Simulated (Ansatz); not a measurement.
Cell and atoms:

```cif
data_structure
_symmetry_space_group_name_H-M 'P 1'
_symmetry_Int_Tables_number 1
_cell_length_a 2.5113
_cell_length_b 2.5113
_cell_length_c 31.0080
_cell_angle_alpha 90.000
_cell_angle_beta 90.000
_cell_angle_gamma 120.000
_cell_volume 169.36
loop_
_atom_site_label
_atom_site_type_symbol
_atom_site_fract_x
_atom_site_fract_y
_atom_site_fract_z
_atom_site_occupancy
C1 C 0.66667 0.33333 0.30817 1
C2 C 0.00000 0.00000 0.02671 1
C3 C 0.66667 0.33333 0.21862 1
C4 C 0.00000 0.00000 0.10225 1
C5 C 0.66667 0.33333 0.17561 1
C6 C 0.00000 0.00000 0.16076 1
C7 C 0.33333 0.66667 0.29097 1
C8 C 0.33333 0.66667 0.03919 1
C9 C 0.33333 0.66667 0.24678 1
C10 C 0.33333 0.66667 0.09760 1
C11 C 0.33333 0.66667 0.64151 1
C12 C 0.66667 0.33333 0.36004 1
C13 C 0.33333 0.66667 0.55195 1
C14 C 0.66667 0.33333 0.43558 1
C15 C 0.33333 0.66667 0.50895 1
C16 C 0.66667 0.33333 0.49409 1
C17 C 0.00000 0.00000 0.62430 1
C18 C 0.00000 0.00000 0.37253 1
C19 C 0.00000 0.00000 0.58012 1
C20 C 0.00000 0.00000 0.43093 1
C21 C 0.00000 0.00000 0.97484 1
C22 C 0.33333 0.66667 0.69337 1
C23 C 0.00000 0.00000 0.88529 1
C24 C 0.33333 0.66667 0.76891 1
C25 C 0.00000 0.00000 0.84228 1
C26 C 0.33333 0.66667 0.82743 1
C27 C 0.66667 0.33333 0.95763 1
C28 C 0.66667 0.33333 0.70586 1
C29 C 0.66667 0.33333 0.91345 1
C30 C 0.66667 0.33333 0.76427 1
```

Describe what this structure looks like.

The element is carbon. The atoms follow space group R3m (No. 160); the Bravais lattice is rhombohedral (trigonal R). The cell holds 30 atoms. Neighbours within bonding distance: C 3 to 4 (mean 3.6).

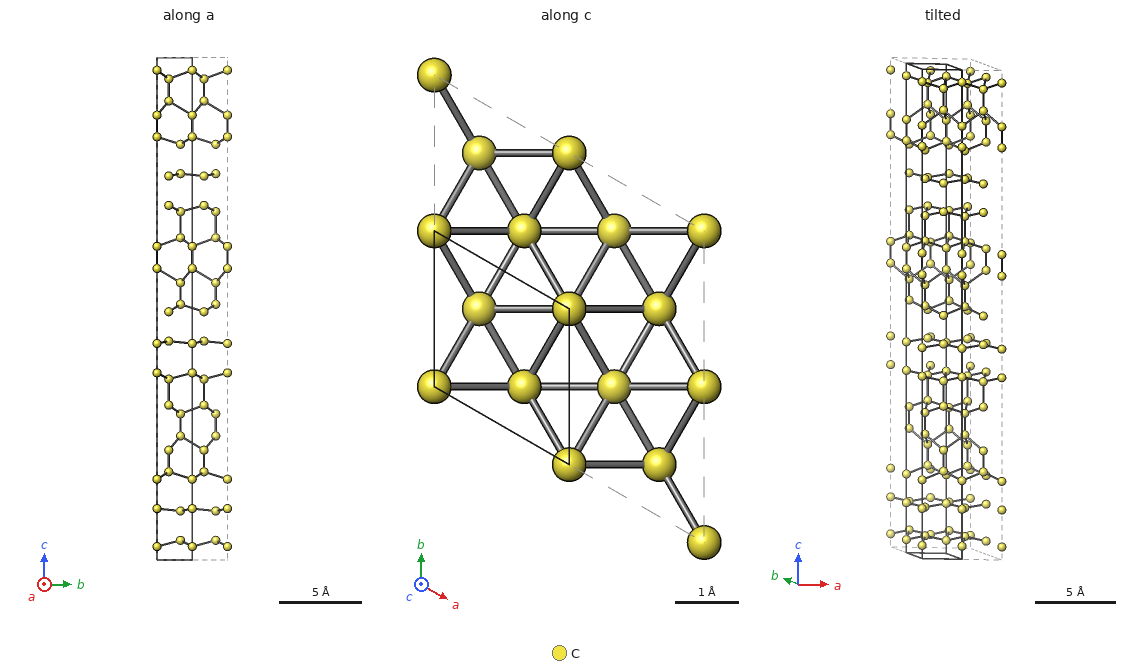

Ball-and-stick drawing of the structure, looking along the a axis, along the c axis and slightly off an axis. The solid box is one conventional unit cell, and 2×2×1 cells are shown. Colours: carbon yellow.

The structure comes from an entry, possibly a prediction, of the Crystallography Open Database. The cell was then strained or its atoms displaced on purpose. Ansatz was used for an electronic-structure calculation on it.

At this level of theory the run's own cell isn't at rest (compressed, at 17 GPa and forces up to 16.8 eV/Å), so its distances can differ from those at equilibrium, the more so the softer the solid.
